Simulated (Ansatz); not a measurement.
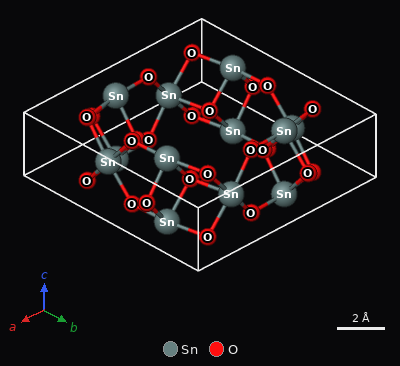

This is the input geometry for a relaxation of crystalline SnO2 (set up in I4/m). Style: ball-and-stick. Shown: the conventional cell (2 times the calculation's cell), from a free direction. Lengths and directions refer to the drawn axes.

The run lets cell and atoms move.

Theory: Kohn-Sham DFT of a periodic cell, PBEsol, Ansatz PAW (Ansatz).

Input file:
```yaml
crystal:
  lattice:
    - [-5.37331, 5.37331, 1.616233]
    - [5.37331, -5.37331, 1.616233]
    - [5.37331, 5.37331, -1.616233]
  atoms:
    - { symbol: Sn, position: [0.3510765, 0.8310675, 0.182144] }
    - { symbol: Sn, position: [0.8310675, 0.6489235, 0.479991] }
    - { symbol: Sn, position: [0.1689325, 0.3510765, 0.520009] }
    - { symbol: Sn, position: [0.6489235, 0.1689325, 0.817856] }
    - { symbol: O, position: [0.2056015, 0.1549285, 0.36053] }
    - { symbol: O, position: [0.8450715, 0.2056015, 0.050673] }
    - { symbol: O, position: [0.7943985, 0.8450715, 0.63947] }
    - { symbol: O, position: [0.1549285, 0.7943985, 0.949327] }
    - { symbol: O, position: [0.1610445, 0.5429605, 0.704005] }
    - { symbol: O, position: [0.5429605, 0.8389555, 0.381916] }
    - { symbol: O, position: [0.4570395, 0.1610445, 0.618084] }
    - { symbol: O, position: [0.8389555, 0.4570395, 0.295995] }
hamiltonian:
  xc: pbesol
  pseudopotentials: { kind: paw }
kpoints:
  mp_grid: { grid: [7, 7, 7] }
scf:
  occupations: { method: fermi_dirac, width: 0.05 }
output:
  forces: true
  stress: true
  eigenvalues: true
relax:
  f_tol: 0.01
  max_steps: 40
  cell: { stress_tol: 0.05 }
```

Launched with:
```bash
ansatz run input.yaml --threads 4 --pin off --max-ram 11264MiB --backend cpu --events-out ev --progress --plain --runs-dir out
```

### Predict the outcome.

The largest moves relative to the cell, 0.040 Å, are those of O atoms. By element the largest moves are O 0.040 Å, Sn 0.037 Å. Cell: a = b 10.747 → 10.682 Å (−0.6 %), c 3.232 → 3.197 Å (−1.1 %). Volume −2.3 %. Among the contacts that change: O–Sn 2.144 → 2.116 Å, O–Sn 2.112 → 2.084 Å, O–Sn 2.064 → 2.051 Å. Bond angles that change, for instance: O–Sn–O 171.8° → 169.1°, O–Sn–O 93.3° → 95.3°. The space group stays I4/m (No. 87). The energy falls by 0.110 eV per cell of the calculation in 6 accepted moves (8 points after the start). The largest force component goes from 0.42 to 0.00098 eV/Å. The pressure goes from −4.62 to −0.01 GPa. The SCF was repeated twice at an unchanged geometry on a basis and grid sized afresh for the cell, which shifted the energy by 16.4 meV per cell of the calculation at most. Cost: 100 s on 4 threads of Arm Neoverse V1, on a shared host, peak memory 0.88 GiB.

The end point in the same view:

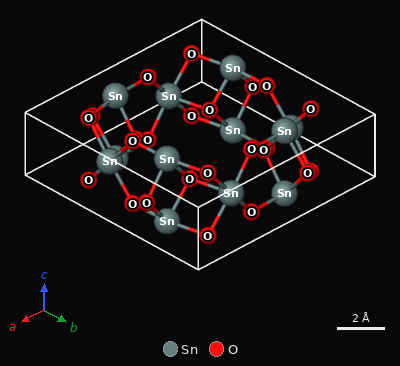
